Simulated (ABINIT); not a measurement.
## Dielectric calculation, with input and output: BAs (part 2 of 2)

Continued. System: BAs (F-43m, 2 atoms in the cell). Method: Kohn-Sham DFT of a periodic cell, PBEsol, PseudoDojo NC SR PBEsol v0.4.1 standard, no spin polarisation (ABINIT 10.8.3); cutoff 1034.03 eV, 6×6×6 k-mesh, fixed occupations. The structure derives from an entry of the Crystallography Open Database.

Geometry of the input (Å; fractional positions):
```
0.0000  2.3885  2.3885
2.3885  0.0000  2.3885
2.3885  2.3885  0.0000
As 0.7500  0.7500  0.7500
B  0.0000  0.0000  0.0000
```

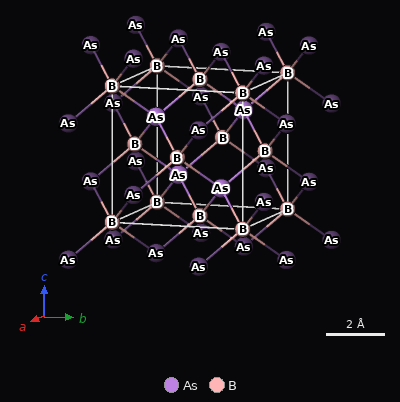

Fig. 1: The structure as given in the input (ball-and-stick view of the cell 4 times as large as that of the calculation, set on its symmetry axes, seen slightly off an axis; neighbours outside the cell are drawn fainter).

### What the program printed, continued
```
-Cartesian components of stress tensor (GPa)         [Pressure= -2.1350E+00 GPa]
- sigma(1 1)=  2.13495673E+00  sigma(3 2)=  0.00000000E+00
- sigma(2 2)=  2.13495673E+00  sigma(3 1)=  0.00000000E+00
- sigma(3 3)=  2.13495673E+00  sigma(2 1)=  0.00000000E+00

================================================================================
== DATASET  2 ==================================================================

--- !DatasetInfo
iteration_state: {dtset: 2, }
dimensions: {natom: 2, nkpt: 432, mband: 9, nsppol: 1, nspinor: 1, nspden: 1, mpw: 2071, }
cutoff_energies: {ecut:  38.0, pawecutdg:  -1.0, }
electrons: {nelect:   1.80000000E+01, charge:   0.00000000E+00, occopt:   1.00000000E+00, tsmear:   1.00000000E-02, }
meta: {optdriver: 1, rfelfd: 2, }
...

 mkfilename : getwfk/=0, take file _WFK from output of DATASET   1.

 Real(R)+Recip(G) space primitive vectors, cartesian coordinates (Bohr,Bohr^-1):
 R(1)=  0.0000000  4.5136108  4.5136108  G(1)= -0.1107761  0.1107761  0.1107761
 R(2)=  4.5136108  0.0000000  4.5136108  G(2)=  0.1107761 -0.1107761  0.1107761
 R(3)=  4.5136108  4.5136108  0.0000000  G(3)=  0.1107761  0.1107761 -0.1107761
 Unit cell volume ucvol=  1.8390873E+02 bohr^3
 Angles (23,13,12)=  6.00000000E+01  6.00000000E+01  6.00000000E+01 degrees
 setup1 : take into account q-point for computing boxcut.

 getcut: wavevector=  0.0000  0.0000  0.0000  ngfft=  36  36  36
         ecut(hartree)=     38.000   => boxcut(ratio)=   2.03239
--------------------------------------------------------------------------------

 ==>  initialize data related to q vector <==

 The list of irreducible perturbations for this q vector is:
    1)    idir= 1    ipert=   3
    2)    idir= 2    ipert=   3
    3)    idir= 3    ipert=   3

================================================================================

--------------------------------------------------------------------------------
 Perturbation wavevector (in red.coord.)   0.000000  0.000000  0.000000
 Perturbation : derivative vs k along direction   1
 The set of symmetries contains only one element for this perturbation.
 symkpt : not enough symmetry to change the number of k points.

--------------------------------------------------------------------------------

--------------------------------------------------------------------------------

 Initialisation of the first-order wave-functions :
  ireadwf=   0

--- !BeginCycle
iteration_state: {dtset: 2, }
solver: {iscf: -3, nstep: 80, nline: 4, wfoptalg: 0, }
tolerances: {tolwfr: 1.00E-18, }
...

     iter   2DEtotal(Ha)        deltaE(Ha) residm    vres2
-ETOT  1  -60.085707688229     -6.009E+01 2.469E+00 0.000E+00
 ETOT  2  -60.254149577301     -1.684E-01 2.639E-02 0.000E+00
 ETOT  3  -60.257708306709     -3.559E-03 2.827E-03 0.000E+00
 ETOT  4  -60.257837032691     -1.287E-04 1.014E-04 0.000E+00
 ETOT  5  -60.257842900181     -5.867E-06 1.322E-05 0.000E+00
 ETOT  6  -60.257843211841     -3.117E-07 5.422E-07 0.000E+00
 ETOT  7  -60.257843230050     -1.821E-08 6.976E-08 0.000E+00
 ETOT  8  -60.257843231182     -1.132E-09 3.025E-09 0.000E+00
 ETOT  9  -60.257843231255     -7.303E-11 3.779E-10 0.000E+00
 ETOT 10  -60.257843231260     -4.704E-12 1.712E-11 0.000E+00
 ETOT 11  -60.257843231260     -3.837E-13 2.076E-12 0.000E+00
 ETOT 12  -60.257843231260     -9.237E-14 9.747E-14 0.000E+00
 ETOT 13  -60.257843231260      2.132E-14 1.150E-14 0.000E+00
 ETOT 14  -60.257843231260     -3.553E-14 5.559E-16 0.000E+00
 ETOT 15  -60.257843231260     -8.527E-14 6.408E-17 0.000E+00
 ETOT 16  -60.257843231260      4.974E-14 3.172E-18 0.000E+00
 ETOT 17  -60.257843231260     -1.421E-14 9.998E-19 0.000E+00

 At SCF step   17   max residual=  1.00E-18 < tolwfr=  1.00E-18 =>converged.
================================================================================

 ----iterations are completed or convergence reached----

 Mean square residual over all n,k,spin=   54.639E-20; max=  99.983E-20
 dfpt_looppert : ek2=    5.2320908389E+01
          f-sum rule ratio=    1.0001650822E+00
 Expectation of eigenvalue derivatives (hartree) for nkpt= 432  k points:
  (in case of degenerate eigenvalues, averaged derivative)
 kpt#   1, nband=  9, wtk=  0.00231, kpt= -0.0833 -0.1667  0.0000 (reduced coord)
   0.00066   -0.00061   -0.00049    0.00038   -0.00027   -0.03385   -0.22644    0.24633
   0.34067
 prteigrs : prtvol=0 or 1, do not print more k-points.

 2DEtotal=   -0.6025784323E+02 Ha. Also 2DEtotal=   -0.163969944652E+04 eV
    (  non-var. 2DEtotal :   -6.0257843229E+01 Ha)

--------------------------------------------------------------------------------
 Perturbation wavevector (in red.coord.)   0.000000  0.000000  0.000000
 Perturbation : derivative vs k along direction   2
 The set of symmetries contains only one element for this perturbation.
 symkpt : not enough symmetry to change the number of k points.

--------------------------------------------------------------------------------

--------------------------------------------------------------------------------

 Initialisation of the first-order wave-functions :
  ireadwf=   0

--- !BeginCycle
iteration_state: {dtset: 2, }
solver: {iscf: -3, nstep: 80, nline: 4, wfoptalg: 0, }
tolerances: {tolwfr: 1.00E-18, }
...

     iter   2DEtotal(Ha)        deltaE(Ha) residm    vres2
-ETOT  1  -60.085707688116     -6.009E+01 2.469E+00 0.000E+00
 ETOT  2  -60.254149577192     -1.684E-01 2.639E-02 0.000E+00
 ETOT  3  -60.257708306657     -3.559E-03 2.827E-03 0.000E+00
 ETOT  4  -60.257837032583     -1.287E-04 1.014E-04 0.000E+00
 ETOT  5  -60.257842900073     -5.867E-06 1.322E-05 0.000E+00
 ETOT  6  -60.257843211732     -3.117E-07 5.422E-07 0.000E+00
 ETOT  7  -60.257843229940     -1.821E-08 6.976E-08 0.000E+00
 ETOT  8  -60.257843231072     -1.132E-09 3.025E-09 0.000E+00
 ETOT  9  -60.257843231146     -7.343E-11 3.779E-10 0.000E+00
 ETOT 10  -60.257843231151     -4.661E-12 1.712E-11 0.000E+00
 ETOT 11  -60.257843231151     -3.908E-13 2.076E-12 0.000E+00
 ETOT 12  -60.257843231151      9.237E-14 9.747E-14 0.000E+00
 ETOT 13  -60.257843231151     -1.137E-13 1.150E-14 0.000E+00
 ETOT 14  -60.257843231151     -2.132E-14 5.559E-16 0.000E+00
 ETOT 15  -60.257843231151      6.395E-14 6.408E-17 0.000E+00
 ETOT 16  -60.257843231151     -3.553E-14 3.172E-18 0.000E+00
 ETOT 17  -60.257843231151     -1.421E-14 9.998E-19 0.000E+00

 At SCF step   17   max residual=  1.00E-18 < tolwfr=  1.00E-18 =>converged.
================================================================================

 ----iterations are completed or convergence reached----

 Mean square residual over all n,k,spin=   54.584E-20; max=  99.983E-20
 dfpt_looppert : ek2=    5.2320908389E+01
          f-sum rule ratio=    1.0001650822E+00
 Expectation of eigenvalue derivatives (hartree) for nkpt= 432  k points:
  (in case of degenerate eigenvalues, averaged derivative)
 kpt#   1, nband=  9, wtk=  0.00231, kpt= -0.0833 -0.1667  0.0000 (reduced coord)
  -0.00022   -0.00066   -0.00073    0.00004   -0.00026   -0.16554    0.83571    0.22742
   0.15441
 prteigrs : prtvol=0 or 1, do not print more k-points.

 2DEtotal=   -0.6025784323E+02 Ha. Also 2DEtotal=   -0.163969944651E+04 eV
    (  non-var. 2DEtotal :   -6.0257843229E+01 Ha)

--------------------------------------------------------------------------------
 Perturbation wavevector (in red.coord.)   0.000000  0.000000  0.000000
 Perturbation : derivative vs k along direction   3
 The set of symmetries contains only one element for this perturbation.
 symkpt : not enough symmetry to change the number of k points.

--------------------------------------------------------------------------------

--------------------------------------------------------------------------------

 Initialisation of the first-order wave-functions :
  ireadwf=   0

--- !BeginCycle
iteration_state: {dtset: 2, }
solver: {iscf: -3, nstep: 80, nline: 4, wfoptalg: 0, }
tolerances: {tolwfr: 1.00E-18, }
...

     iter   2DEtotal(Ha)        deltaE(Ha) residm    vres2
-ETOT  1  -60.085707688003     -6.009E+01 2.469E+00 0.000E+00
 ETOT  2  -60.254149577083     -1.684E-01 2.639E-02 0.000E+00
 ETOT  3  -60.257708306509     -3.559E-03 2.827E-03 0.000E+00
 ETOT  4  -60.257837032473     -1.287E-04 1.014E-04 0.000E+00
 ETOT  5  -60.257842899963     -5.867E-06 1.322E-05 0.000E+00
 ETOT  6  -60.257843211622     -3.117E-07 5.422E-07 0.000E+00
 ETOT  7  -60.257843229831     -1.821E-08 6.976E-08 0.000E+00
 ETOT  8  -60.257843230963     -1.132E-09 3.025E-09 0.000E+00
 ETOT  9  -60.257843231036     -7.313E-11 3.779E-10 0.000E+00
 ETOT 10  -60.257843231041     -4.704E-12 1.712E-11 0.000E+00
 ETOT 11  -60.257843231042     -4.334E-13 2.076E-12 0.000E+00
 ETOT 12  -60.257843231041      7.105E-14 9.747E-14 0.000E+00
 ETOT 13  -60.257843231041     -1.421E-14 1.150E-14 0.000E+00
 ETOT 14  -60.257843231041      7.105E-14 5.559E-16 0.000E+00
 ETOT 15  -60.257843231041      7.105E-15 6.408E-17 0.000E+00
 ETOT 16  -60.257843231041     -2.132E-14 3.172E-18 0.000E+00
 ETOT 17  -60.257843231041      2.132E-14 9.998E-19 0.000E+00

 At SCF step   17   max residual=  1.00E-18 < tolwfr=  1.00E-18 =>converged.
================================================================================

 ----iterations are completed or convergence reached----

 Mean square residual over all n,k,spin=   54.590E-20; max=  99.983E-20
 dfpt_looppert : ek2=    5.2320908389E+01
          f-sum rule ratio=    1.0001650821E+00
 Expectation of eigenvalue derivatives (hartree) for nkpt= 432  k points:
  (in case of degenerate eigenvalues, averaged derivative)
 kpt#   1, nband=  9, wtk=  0.00231, kpt= -0.0833 -0.1667  0.0000 (reduced coord)
  -0.00022    0.00063    0.00061   -0.00021    0.00027    0.09970   -0.30463   -0.23688
  -0.24754
 prteigrs : prtvol=0 or 1, do not print more k-points.

 2DEtotal=   -0.6025784323E+02 Ha. Also 2DEtotal=   -0.163969944651E+04 eV
    (  non-var. 2DEtotal :   -6.0257843229E+01 Ha)
================================================================================

 ---- first-order wavefunction calculations are completed ----

 Total localisation tensor (bohr^2) in cartesian coordinates
  WARNING : still subject to testing - especially symmetries.
      direction              matrix element
   alpha     beta       real part   imaginary part
     1        1       1.4686305718   -0.0000000000
     1        2       0.7343152859   -0.0000000000
     1        3       0.7343152859   -0.0000000000
     2        1       0.7343152859   -0.0000000000
     2        2       1.4686305718   -0.0000000000
     2        3       0.7343152859    0.0000000000
     3        1       0.7343152859   -0.0000000000
     3        2       0.7343152859    0.0000000000
     3        3       1.4686305718    0.0000000000

 respfn : d/dk was computed, but no 2DTE, so no DDB output.

================================================================================
== DATASET  3 ==================================================================

--- !DatasetInfo
iteration_state: {dtset: 3, }
dimensions: {natom: 2, nkpt: 432, mband: 9, nsppol: 1, nspinor: 1, nspden: 1, mpw: 2071, }
cutoff_energies: {ecut:  38.0, pawecutdg:  -1.0, }
electrons: {nelect:   1.80000000E+01, charge:   0.00000000E+00, occopt:   1.00000000E+00, tsmear:   1.00000000E-02, }
meta: {optdriver: 1, rfelfd: 3, }
...

 mkfilename : getwfk/=0, take file _WFK from output of DATASET   1.

 mkfilename : getddk/=0, take file _1WF from output of DATASET   2.

 Real(R)+Recip(G) space primitive vectors, cartesian coordinates (Bohr,Bohr^-1):
 R(1)=  0.0000000  4.5136108  4.5136108  G(1)= -0.1107761  0.1107761  0.1107761
 R(2)=  4.5136108  0.0000000  4.5136108  G(2)=  0.1107761 -0.1107761  0.1107761
 R(3)=  4.5136108  4.5136108  0.0000000  G(3)=  0.1107761  0.1107761 -0.1107761
 Unit cell volume ucvol=  1.8390873E+02 bohr^3
 Angles (23,13,12)=  6.00000000E+01  6.00000000E+01  6.00000000E+01 degrees
 setup1 : take into account q-point for computing boxcut.

 getcut: wavevector=  0.0000  0.0000  0.0000  ngfft=  36  36  36
         ecut(hartree)=     38.000   => boxcut(ratio)=   2.03239
--------------------------------------------------------------------------------

 ==>  initialize data related to q vector <==

 The list of irreducible perturbations for this q vector is:
    1)    idir= 1    ipert=   4

================================================================================

 The perturbation idir=   2  ipert=   4 is
 symmetric of a previously calculated perturbation.
 So, its SCF calculation is not needed.

 The perturbation idir=   3  ipert=   4 is
 symmetric of a previously calculated perturbation.
 So, its SCF calculation is not needed.

--------------------------------------------------------------------------------
 Perturbation wavevector (in red.coord.)   0.000000  0.000000  0.000000
 Perturbation : homogeneous electric field along direction   1
 The set of symmetries contains only one element for this perturbation.
 symkpt : not enough symmetry to change the number of k points.

--------------------------------------------------------------------------------

--------------------------------------------------------------------------------

 Initialisation of the first-order wave-functions :
  ireadwf=   0

--- !BeginCycle
iteration_state: {dtset: 3, }
solver: {iscf: 7, nstep: 80, nline: 4, wfoptalg: 0, }
tolerances: {tolvrs: 1.00E-08, }
...

     iter   2DEtotal(Ha)        deltaE(Ha) residm    vres2
-ETOT  1  -180.76181637599     -1.808E+02 8.125E+01 1.453E+04
 ETOT  2  -187.34665463055     -6.585E+00 1.068E+00 6.805E+02
 ETOT  3  -187.68891497551     -3.423E-01 7.129E-02 5.830E+01
 ETOT  4  -187.72120642311     -3.229E-02 4.712E-03 4.787E-01
 ETOT  5  -187.72158732987     -3.809E-04 2.809E-04 2.127E-03
 ETOT  6  -187.72159454334     -7.213E-06 2.441E-05 4.449E-04
 ETOT  7  -187.72159507355     -5.302E-07 1.570E-06 3.032E-05
 ETOT  8  -187.72159510728     -3.372E-08 1.359E-07 1.021E-07
 ETOT  9  -187.72159510889     -1.609E-09 9.087E-09 5.118E-09

 At SCF step    9       vres2   =  5.12E-09 < tolvrs=  1.00E-08 =>converged.
-open ddk wf file :runo_DS2_1WF7
-open ddk wf file :runo_DS2_1WF8
-open ddk wf file :runo_DS2_1WF9
================================================================================

 ----iterations are completed or convergence reached----

 Mean square residual over all n,k,spin=   14.221E-12; max=  90.867E-10

 2DEtotal=   -0.1877215951E+03 Ha. Also 2DEtotal=   -0.510816483122E+04 eV
    (  non-var. 2DEtotal :   -1.8772157351E+02 Ha)
================================================================================

 ---- first-order wavefunction calculations are completed ----

 ==> Compute Derivative Database <==
 The violation of the charge neutrality conditions
 by the effective charges is as follows :
    atom        electric field
 displacement     direction
       1               1       -0.003055        0.000000
       1               2        0.000000        0.000000
       1               3        0.000000        0.000000
       2               1        0.000000        0.000000
       2               2       -0.003055        0.000000
       2               3       -0.000000        0.000000
       3               1       -0.000000        0.000000
       3               2       -0.000000        0.000000
       3               3       -0.003055        0.000000

 Effective charge tensors after
 imposition of the charge neutrality (if requested by user),
 and eventual restriction to some part :
   atom    displacement
         1         1    4.768198E-01    8.946584E-17    1.062884E-16
         1         2    8.946584E-17    4.768198E-01   -7.264324E-17
         1         3   -8.946584E-17   -8.946584E-17    4.768198E-01
         2         1   -4.768198E-01   -8.946584E-17   -1.062884E-16
         2         2   -8.946584E-17   -4.768198E-01    7.264324E-17
         2         3    8.946584E-17    8.946584E-17   -4.768198E-01
 Now, the imaginary part of the dynamical matrix is zeroed

  Dielectric tensor, in cartesian coordinates,
     j1       j2             matrix element
  dir pert dir pert     real part    imaginary part

   1    4   1    4         9.8256955388        -0.0000000000

   2    4   2    4         9.8256955388        -0.0000000000

   3    4   3    4         9.8256955388        -0.0000000000

  Effective charges, in cartesian coordinates,
  (from electric field response)
   if specified in the inputs, charge neutrality has been imposed
     j1       j2             matrix element
  dir pert dir pert     real part    imaginary part

   1    1   1    4         0.4768198360         0.0000000000
   1    2   1    4        -0.4768198360         0.0000000000

   2    1   2    4         0.4768198360         0.0000000000
   2    2   2    4        -0.4768198360         0.0000000000

   3    1   3    4         0.4768198360         0.0000000000
   3    2   3    4        -0.4768198360         0.0000000000

== END DATASET(S) ==============================================================
================================================================================

 -outvars: echo values of variables after computation  --------
            acell      1.0000000000E+00  1.0000000000E+00  1.0000000000E+00 Bohr
           etotal1    -1.0887219784E+02
           etotal2    -6.0257843231E+01
           etotal3    -1.8772159511E+02
            fcart1    -1.1931224527E-28 -1.1931224527E-28  3.5793673581E-28
                       1.1931224527E-28  1.1931224527E-28 -3.5793673581E-28
            fcart3     0.0000000000E+00  0.0000000000E+00  0.0000000000E+00
                       0.0000000000E+00  0.0000000000E+00  0.0000000000E+00
            rprim      0.0000000000E+00  4.5136108487E+00  4.5136108487E+00
                       4.5136108487E+00  0.0000000000E+00  4.5136108487E+00
                       4.5136108487E+00  4.5136108487E+00  0.0000000000E+00
           strten1     7.2565704209E-05  7.2565704209E-05  7.2565704209E-05
                       0.0000000000E+00  0.0000000000E+00  0.0000000000E+00
           strten3     0.0000000000E+00  0.0000000000E+00  0.0000000000E+00
                       0.0000000000E+00  0.0000000000E+00  0.0000000000E+00
           xangst      3.5827499976E+00  3.5827499976E+00  3.5827499976E+00
                       0.0000000000E+00  0.0000000000E+00  0.0000000000E+00
             xred      7.5000000000E-01  7.5000000000E-01  7.5000000000E-01
                       0.0000000000E+00  0.0000000000E+00  0.0000000000E+00
 Calculation completed.
```
